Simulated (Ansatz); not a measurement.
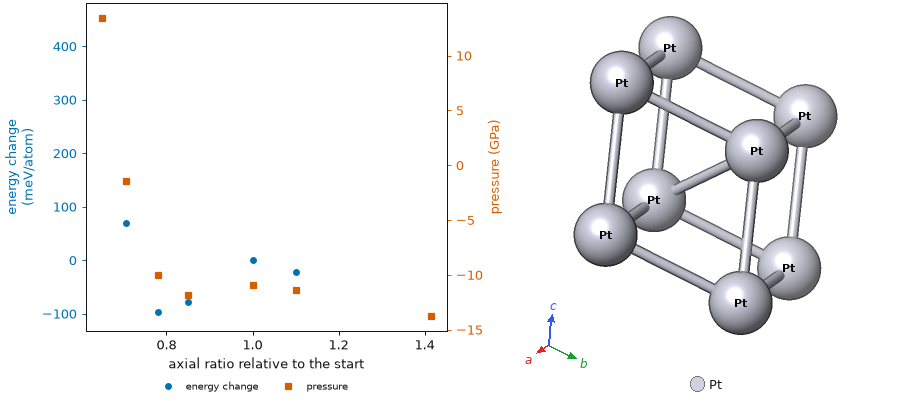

The plot gives the computed energy change and pressure against relative axial ratio for Pt, space group Im-3m (No. 229). The cell is drawn beside the plot.

Structure:
```xyz
1
Lattice="-1.5842 1.5842 1.5842 1.5842 -1.5842 1.5842 1.5842 1.5842 -1.5842" Properties=species:S:1:pos:R:3 pbc="T T T"
Pt    0.0000    0.0000    0.0000
```

Calculation (Ansatz 0.2.0): deformation of a crystal at fixed volume, lengths along the axis scaled against those across it, fractional coordinates fixed, by plane-wave density functional theory with PAW datasets, free energies less that of the undisturbed cell, pressure positive in compression; scalar-relativistic. Level: PBEsol, no spin polarisation.

wave cutoff 420 eV; k mesh 24×24×24; occupations Gaussian; smearing width 0.15 eV; k shift (0, 0, 0) (mesh steps); start as given; path tetragonal; axis direction (0, 0, 1) (Cartesian unit vector).

The points at relative axial ratio 0.920, 1.200 and 1.300 are left out of the plot. What values does the calculation give there?

```
axial ratio relative to the start  energy change (meV/atom)  pressure (GPa)
                            0.920                       -22           -11.3
                            1.200                       -58           -12.3
                            1.300                       -89           -13.3
```

Limits of the calculation: reference crystal is not relaxed.
